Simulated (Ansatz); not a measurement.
**A convergence test on PbO (Massicot): k mesh of the density**

Wanted: the cheapest k mesh of the density that holds the r2SCAN gap of PbO (Massicot).

Method: DFT, r2SCAN, plane waves, PAW; PAW set soft_1, in Ansatz 0.2.0.

### Step 1. Set-up

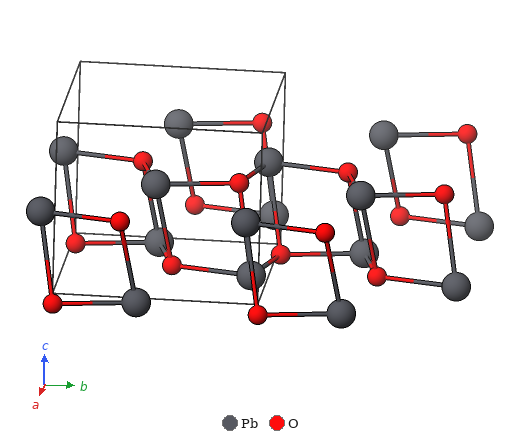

The starting structure, seen slightly off an axis (lead dark grey, oxygen red). 2×2×1 cells are drawn.

Coordinates:

```cif
data_structure
_symmetry_space_group_name_H-M 'P 1'
_symmetry_Int_Tables_number 1
_cell_length_a 5.8931
_cell_length_b 5.4904
_cell_length_c 4.7528
_cell_angle_alpha 90.000
_cell_angle_beta 90.000
_cell_angle_gamma 90.000
_cell_volume 153.78
loop_
_atom_site_label
_atom_site_type_symbol
_atom_site_fract_x
_atom_site_fract_y
_atom_site_fract_z
_atom_site_occupancy
Pb1 Pb 0.22970 0.98840 0.25000 1
Pb2 Pb 0.77030 0.01160 0.75000 1
Pb3 Pb 0.22970 0.51160 0.75000 1
Pb4 Pb 0.77030 0.48840 0.25000 1
O5 O 0.86530 0.09170 0.25000 1
O6 O 0.13470 0.90830 0.75000 1
O7 O 0.86530 0.40830 0.75000 1
O8 O 0.13470 0.59170 0.25000 1
```

The cell and positions come from the Crystallography Open Database and are kept as given unless a step says otherwise. Spin-orbit coupling is left out unless a step names it.

### Step 2. k mesh of the density: 2×2×2

input.yaml

```yaml
crystal:
  lattice:
    - [5.8931, 0.0, 0.0]
    - [0.0, 5.4904, 0.0]
    - [0.0, 0.0, 4.7528]
  atoms:
    - { symbol: Pb, position: [0.2297, 0.9884, 0.25] }
    - { symbol: Pb, position: [0.7703, 0.0116, 0.75] }
    - { symbol: Pb, position: [0.2297, 0.5116, 0.75] }
    - { symbol: Pb, position: [0.7703, 0.4884, 0.25] }
    - { symbol: O, position: [0.8653, 0.0917, 0.25] }
    - { symbol: O, position: [0.1347, 0.9083, 0.75] }
    - { symbol: O, position: [0.8653, 0.4083, 0.75] }
    - { symbol: O, position: [0.1347, 0.5917, 0.25] }
kpoints:
  mp_grid: { grid: [2, 2, 2] }
  band_path:
    path:
      - [0.0, 0.0, 0.0]
      - [0.5, 0.0, 0.0]
      - [0.5, 0.5, 0.0]
      - [0.0, 0.5, 0.0]
      - [0.0, 0.0, 0.5]
      - [0.5, 0.0, 0.5]
      - [0.5, 0.5, 0.5]
      - [0.0, 0.5, 0.5]
      - [0.5, 0.5, 0.35]
    npoints: 1
hamiltonian:
  xc: r2scan
  pseudopotentials: { kind: paw, azcp: { folder: soft_1 } }
scf:
  occupations: { method: fixed }
  n_extra_bands: 6
output:
  eigenvalues: true
```

Run with:

```console
$ ansatz run input.yaml --threads 24 --pin off --max-ram 82944MiB --backend cuda --events-out ev --progress --plain --runs-dir out --devices 1 --max-vram 78GiB
```

Numbers of over 12 decimals in the logs are rounded to 6 here.

What it wrote:

```text
scf.n_extra_bands = 6 over 40 filled bands (N_el = 80.0): the run solves 46 bands
GPUs: using 1 of 1 available (devices: 1).
Engine: ansatz 0.2.0, aarch64-unknown-linux-gnu
Pseudopotentials: kind: paw
Pseudopotential: Pb, paw, valence charge 14, recommended cutoff 500 eV (meta_gga), soft_1/Pb.paw.azcp
Pseudopotential: O, paw, valence charge 6, recommended cutoff 500 eV (meta_gga), soft_1/O.paw.azcp
Functional definition: r2SCAN
  parameter k0 = 0.174
  parameter k1 = 0.065
  parameter a1 = 4.9479
  exchange = r2scan_x(k0 = k0, k1 = k1, a1 = a1)
  correlation = r2scan_c
device memory: the entry about to start is reckoned to put 8.8 GiB on a device that reports 150.1 GiB free (of which the cap on the GPU budget leaves the run 78.0 GiB)
GPU FFT provider: cuFFT
GPU libraries: cuBLAS 13.8.1, cuFFT 12.4.0, cuSOLVER 12.3.2
GPU matrix products: emulated (plane waves: as basis.precision tells), large ones in fixed point in workspaces of 1.00 GiB
Crystal: 8 atoms, lattice volume = 153.779 Å³
Basis set: ecut = 500 eV, 3869 PW (Γ), exchange–correlation on 180×180×144 points (64 copies of the dense FFT grid, shifted against one another)
Bands: 46, of which v1, the nominal top of the filled ones, is band 40 counted from 1 (39 counted from 0)
Symmetry: 8 space group operations
Space group: Pbcm (ITA 57), of the structure as read, at distance tolerance 5.4e-5 Å
k-points: 8
Non-local potential: Pb, projectors of the file, l = 0: 2, l = 1: 2, l = 2: 2, l = 3: 1
Non-local potential: O, projectors of the file, l = 0: 2, l = 1: 2, l = 2: 1
PAW form: soft (Blöchl's): semilocal exchange-correlation on the pseudo side does not see the compensation charge
PAW frozen core: Pb, regenerated for the run's functional (the file was generated under x = pbe(κ = 0.804, μ = 0.219515), c = pbe(β = 0.066725))
PAW frozen core: O, regenerated for the run's functional (the file was generated under x = pbe(κ = 0.804, μ = 0.219515), c = pbe(β = 0.066725))
PAW one-centre angular grid: Pb, 590 points (default); XC on 160 Gauss nodes
PAW one-centre angular grid: O, 302 points (default); XC on 160 Gauss nodes
Initial density: superposition of atomic densities (chi_scale 0.1, normalization cell, long waves kept (reshape's long-wave potential 0.22 eV rms))
Initial wavefunctions: pseudopotential atomic-orbital guess
GPU buffer pool allocated for 72900 grid points (all kernels)
GPU transforms: local potential and band sums: pruned to the plane-wave sphere, on 45×45×36
Functional: x = r2scan, c = r2scan; τ floored in thin density (d = 2e-4 eV/Å³)
SCF iter   1: F=—  HF=-49965.771062 eV  |F-HF|=—  |Δ(HF+E_count)|=         —  Δρ=4.96e-2  dr2=4.27e0  dr2_τ=4.04e-1  ethr=3.10e-3  ⟨swp⟩=4.9  Hψ=1282  notcnv=0  defer=28
preconditioner: auto → Resta (q_TF=auto, 2.447 Å⁻¹)  ε∞=3.8  [insulator: Δε(μ)=3.114 eV  Ē_g=15.983 eV  n_scr=34 (ndim 8)  ℏωp=26.8 eV  f_vac=0.000  ε∞_Penn≈3.8]
SCF iter   2: F=—  HF=-49965.352306 eV  |F-HF|=—  |Δ(HF+E_count)|=   4.19e-1  Δρ=2.77e-2  dr2=7.86e-1  dr2_τ=1.12e-1  ethr=3.10e-3  ⟨swp⟩=2.0  Hψ=781  notcnv=0  defer=21
SCF iter   3: F=—  HF=-49965.444598 eV  |F-HF|=—  |Δ(HF+E_count)|=   9.23e-2  Δρ=1.17e-2  dr2=2.40e-1  dr2_τ=1.66e-2  ethr=9.82e-4  ⟨swp⟩=3.1  Hψ=663  notcnv=0  defer=28
SCF iter   4: F=—  HF=-49965.461052 eV  |F-HF|=—  |Δ(HF+E_count)|=   1.65e-2  Δρ=3.30e-3  dr2=1.06e-2  dr2_τ=9.33e-4  ethr=3.00e-4  ⟨swp⟩=2.4  Hψ=732  notcnv=0  defer=28
SCF iter   5: F=—  HF=-49965.467029 eV  |F-HF|=—  |Δ(HF+E_count)|=   5.98e-3  Δρ=5.45e-4  dr2=3.40e-4  dr2_τ=1.83e-5  ethr=1.33e-5  ⟨swp⟩=2.8  Hψ=554  notcnv=0  defer=30
SCF iter   6: F=—  HF=-49965.467379 eV  |F-HF|=—  |Δ(HF+E_count)|=   3.50e-4  Δρ=1.11e-4  dr2=2.17e-5  dr2_τ=2.26e-6  ethr=4.25e-7  ⟨swp⟩=2.0  Hψ=598  notcnv=0  defer=28
SCF iter   7: F=—  HF=-49965.467527 eV  |F-HF|=—  |Δ(HF+E_count)|=   1.48e-4  Δρ=3.20e-5  dr2=1.07e-6  dr2_τ=8.68e-8  ethr=2.71e-8  ⟨swp⟩=2.0  Hψ=641  notcnv=0  defer=25
SCF iter   8: F=-49965.467528 eV  HF=-49965.467528 eV  |F-HF|=1.41e-8  |Δ(HF+E_count)|=   1.46e-6  Δρ=5.94e-6  dr2=7.18e-8  dr2_τ=4.38e-9  ethr=1.25e-10  ⟨swp⟩=11.5  Hψ=1680  notcnv=0
SCF 1 converged in 8 iterations: F = -49965.467528 eV  dr2 = 7.18e-8
[...]
device memory: the entry about to start is reckoned to put 5.9 GiB on a device that reports 150.1 GiB free (of which the cap on the GPU budget leaves the run 78.0 GiB)
NSCF: frozen V_eff on 9 k-points
SCF converged after 8 iterations
Free energy (F): -49965.467528 eV
Harris-Foulkes:  -49965.467528 eV  (|F-HF|=1.41e-8)
Internal energy: -49965.467528 eV  (E = F + TS)
E sigma→0 (E₀):  -49965.467528 eV
Fermi energy:    8.149497 eV
--- Per-component energies (eV) ---
  E_band       = -219.909437
  E_kinetic    = 1849.273956
  E_local      = -5966.343214  (includes V_loc(G=0)·N_el)
  E_nonlocal   = 1435.923562
  E_hartree    = 2347.633756
  E_xc         = -1058.389730
  E_vxc        = -1013.908717  (∫ρ·V_xc dr)
  E_paw        = -42341.761497  (= ΣΔE_a)
  E_vpaw       = -1289.472388  (= ΣTr[D̂ρ^β])
  E_aug_tail   = 0.000993  (compensation charges beyond the density's cutoff)
  E_vtau       = 69.357586  (kinetic-family band-sum trace: ∫τ·v_τ [+ j·A + Jᵃ·Aᵃ] dr)
  E_ewald      = -6235.538797
  E_core_change = 3.733443  (= ΣΔE_core)
  E_smearing   = -0.000000  (= −TS)
  E_closure    = 0.000000  (closes the sum)
  Σ components = -49965.467528   (vs F -49965.467528, Δ=0.00e0)
--- Band table (eV; the first three rows and the last of 8) ---
  k-point 0: bands = [... 36 lower, 6.8293, 6.8824, 7.7721, 8.1495, 11.9466, 12.5303, 13.1771, 14.0038, ... 2 higher]
  k-point 1: bands = [... 36 lower, 7.2831, 7.2831, 7.8784, 7.8784, 12.7655, 12.7655, 13.5684, 13.5684, ... 2 higher]
  k-point 2: bands = [... 36 lower, 7.1595, 7.1595, 7.9476, 7.9476, 12.7904, 12.7904, 13.6070, 13.6070, ... 2 higher]
  k-point 7: bands = [... 36 lower, 7.6065, 7.6065, 7.6065, 7.6065, 11.0662, 11.0662, 11.0662, 11.0662, ... 2 higher]
```

Run time: 1.6 s. Hardware: 1 × NVIDIA GB200 (shared by 2 runs) with 24 threads of Arm Neoverse V2, shared host; peak memory 1.1 GiB; 5.8 s of CPU time.

Numbers from this step:

| Item | Value |
| --- | --- |
| gap | 2.518 eV |
| valence top at | Γ |
| conduction bottom at | k = (0.500, 0.500, 0.350) |
| least direct gap | 2.806 eV |

The gap is indirect, with the least direct gap 0.29 eV higher.

### Step 3. k mesh of the density: 2×2×4

input.yaml: that of step 2 with these lines changed.

```diff
@@ -15,3 +15,3 @@
 kpoints:
-  mp_grid: { grid: [2, 2, 2] }
+  mp_grid: { grid: [2, 2, 4] }
   band_path:
```

What it wrote:

```text
[...]
GPUs: using 1 of 1 available (devices: 1).
[...]
GPU FFT provider: cuFFT
GPU libraries: cuBLAS 13.8.1, cuFFT 12.4.0, cuSOLVER 12.3.2
[...]
Crystal: 8 atoms, lattice volume = 153.779 Å³
Basis set: ecut = 500 eV, 3869 PW (Γ), exchange–correlation on 180×180×144 points (64 copies of the dense FFT grid, shifted against one another)
[...]
--- Band table (eV; the first three rows and the last of 12) ---
  k-point 0: bands = [... 36 lower, 6.8540, 6.8902, 7.7830, 8.1641, 11.9476, 12.5380, 13.1824, 14.0105, ... 2 higher]
  k-point 1: bands = [... 36 lower, 6.9003, 7.3713, 7.5491, 8.1486, 12.1105, 12.9541, 13.0033, 13.7022, ... 2 higher]
  k-point 2: bands = [... 36 lower, 7.3016, 7.3016, 7.8934, 7.8934, 12.7650, 12.7650, 13.5766, 13.5766, ... 2 higher]
  k-point 11: bands = [... 36 lower, 7.6188, 7.6188, 7.6188, 7.6188, 11.0729, 11.0729, 11.0729, 11.0729, ... 2 higher]
[key lines of the parts left out:]
SCF converged after 8 iterations
Free energy (F): -49965.413961 eV
Fermi energy:    8.164107 eV
```

The job ended after 1 s (1 × NVIDIA GB200 (shared by 2 runs) with 24 threads; peak memory 1.2 GiB).

This step gave:

* gap: 2.509 eV
* valence top at: Γ
* conduction bottom at: k = (0.500, 0.500, 0.350)
* least direct gap: 2.797 eV

The gap is 2.509 eV, −0.009 eV from the run before at this level.

### Step 4. k mesh of the density: 4×4×6 (the default)

input.yaml, the sections that differ from step 3:

```yaml
kpoints:
  mp_grid: { grid: [4, 4, 6] }
  band_path:
    path:
      - [[0.0, 0.0, 0.0], [0.5, 0.0, 0.0], [0.5, 0.5, 0.0], [0.0, 0.5, 0.0], [0.0, 0.0, 0.0], [0.0, 0.0, 0.5], [0.5, 0.0, 0.5], [0.5, 0.5, 0.5], [0.0, 0.5, 0.5], [0.0, 0.0, 0.5]]
      - [[0.5, 0.0, 0.0], [0.5, 0.0, 0.5]]
      - [[0.0, 0.5, 0.0], [0.0, 0.5, 0.5]]
      - [[0.5, 0.5, 0.0], [0.5, 0.5, 0.5]]
    npoints: 10
scf:
  occupations: { method: fermi_dirac, width: 0.02 }
  n_extra_bands: 6
# crystal, hamiltonian, output: as in step 3
```

What it wrote:

```text
[...]
GPUs: using 1 of 1 available (devices: 1).
[...]
concurrent solve slots: 18 of 24 are kept, ahead of what memory takes: no pass of the eigensolver takes more rounds on 18
[...]
GPU FFT provider: cuFFT
GPU libraries: cuBLAS 13.8.1, cuFFT 12.4.0, cuSOLVER 12.3.2
[...]
Crystal: 8 atoms, lattice volume = 153.779 Å³
[...]
--- Band table (eV; the first three rows and the last of 36) ---
  k-point 0: bands = [... 36 lower, 6.8545, 6.8904, 7.7827, 8.1634, 11.9479, 12.5363, 13.1837, 14.0113, ... 2 higher]
  k-point 1: bands = [... 36 lower, 6.8232, 7.3083, 7.5831, 8.1574, 12.0156, 12.7209, 13.0503, 13.9563, ... 2 higher]
  k-point 2: bands = [... 36 lower, 7.1502, 7.2018, 7.6454, 8.1264, 12.2618, 13.0593, 13.2641, 13.4119, ... 2 higher]
  k-point 35: bands = [... 36 lower, 7.6189, 7.6189, 7.6189, 7.6189, 11.0736, 11.0736, 11.0736, 11.0736, ... 2 higher]
[key lines of the parts left out:]
SCF converged after 8 iterations
Free energy (F): -49965.434695 eV
Fermi energy:    9.423879 eV
```

Wall time 3.1 s (1 × NVIDIA GB200 (shared by 2 runs) with 24 threads); peak memory 1.1 GiB.

This step gave:

| Quantity | Value |
| --- | --- |
| gap | 2.510 eV |
| valence top at | Γ |
| conduction bottom at | k = (0.500, 0.500, 0.350) |
| least direct gap | 2.798 eV |

The gap is 2.510 eV, +0.002 eV from the run before at this level.

### Step 5. k mesh of the density: 6×6×8

input.yaml, the sections that differ from step 4:

```yaml
kpoints:
  mp_grid: { grid: [6, 6, 8] }
  band_path:
    path:
      - [0.0, 0.0, 0.0]
      - [0.5, 0.0, 0.0]
      - [0.5, 0.5, 0.0]
      - [0.0, 0.5, 0.0]
      - [0.0, 0.0, 0.5]
      - [0.5, 0.0, 0.5]
      - [0.5, 0.5, 0.5]
      - [0.0, 0.5, 0.5]
      - [0.5, 0.5, 0.35]
    npoints: 1
scf:
  occupations: { method: fixed }
  n_extra_bands: 6
# crystal, hamiltonian, output: as in step 4
```

What it wrote:

```text
[...]
GPUs: using 1 of 1 available (devices: 1).
[...]
GPU FFT provider: cuFFT
GPU libraries: cuBLAS 13.8.1, cuFFT 12.4.0, cuSOLVER 12.3.2
[...]
Crystal: 8 atoms, lattice volume = 153.779 Å³
Basis set: ecut = 500 eV, 3869 PW (Γ), exchange–correlation on 180×180×144 points (64 copies of the dense FFT grid, shifted against one another)
[...]
--- Band table (eV; the first three rows and the last of 80) ---
  k-point 0: bands = [... 36 lower, 6.8544, 6.8903, 7.7827, 8.1633, 11.9479, 12.5362, 13.1837, 14.0112, ... 2 higher]
  k-point 1: bands = [... 36 lower, 6.8384, 7.1597, 7.6671, 8.1601, 11.9850, 12.6396, 13.0940, 14.0583, ... 2 higher]
  k-point 2: bands = [... 36 lower, 6.9000, 7.3713, 7.5491, 8.1480, 12.1108, 12.9524, 13.0043, 13.7035, ... 2 higher]
  k-point 79: bands = [... 36 lower, 7.6189, 7.6189, 7.6189, 7.6189, 11.0736, 11.0736, 11.0736, 11.0736, ... 2 higher]
[key lines of the parts left out:]
SCF converged after 8 iterations
Free energy (F): -49965.434753 eV
Fermi energy:    8.163322 eV
```

Run time: 1.8 s. Hardware: 1 × NVIDIA GB200 (shared by 2 runs) with 24 threads; peak memory 1.2 GiB; 4.8 s of CPU time.

Numbers from this step:

```yaml
gap: 2.510 eV
valence_top_at: Γ
conduction_bottom_at: k = (0.500, 0.500, 0.350)
least_direct_gap: 2.798 eV
```

The gap is 2.510 eV, as in the run before at this level.

### Step 6. The series

Differences are against the last row; a negative gap means that bands overlap, and a run with a band path holds that path's time. Times are wall times on 1 × NVIDIA GB200 (shared by 2 runs) with 24 threads of Arm Neoverse V2, shared host, good to a factor of about two.

```
k mesh of the density  gap (eV)  direct gap (eV)  gap error (eV)  energy error (meV/atom)  irreducible k   time
                2×2×2     2.518            2.806          +0.007                     −4.1              8  1.6 s
                2×2×4     2.509            2.797          −0.002                     +2.6             12    1 s
                4×4×6     2.510            2.798          +0.000                     +0.0             36  3.1 s
                6×6×8     2.510            2.798          +0.000                     +0.0             80  1.8 s
```

### Step 7. Summary of results

* 2×2×2: 2.518 eV
* 2×2×4: 2.509 eV
* 4×4×6: 2.510 eV
* 6×6×8: 2.510 eV

In words: The gap holds to 0.02 eV from 2×2×2 on, the cheapest setting tried. At 2×2×2 the gap is off by +0.007 eV and the energy by −4 meV/atom. The gap is read over the mesh and added points near the edges, so meshes differ mainly through the density and, for a hybrid, the exchange operator.

[Paths, hosts, dates, memory and timing lines, banners, echoed tables and standing remarks are left out of the program output.]

[Logs are printed without paths, hosts, clocks, repeated set-up lines and the standing remarks that a program may print on its own settings, such as how far it seeks lower states.]

[Runs of the session that timed out or met a known fault of the program may be left out.]

[Cells called generated may have been cut or substituted from an entry of the Crystallography Open Database or the Materials Project.]

[No measured gap is set beside runs whose start may be inverted or whose files or cutoffs have a known fault.]

[Hosts, paths, dates, database ids (printed as entryN), source tags and the programs' standing remarks are cut or masked in the printed files.]
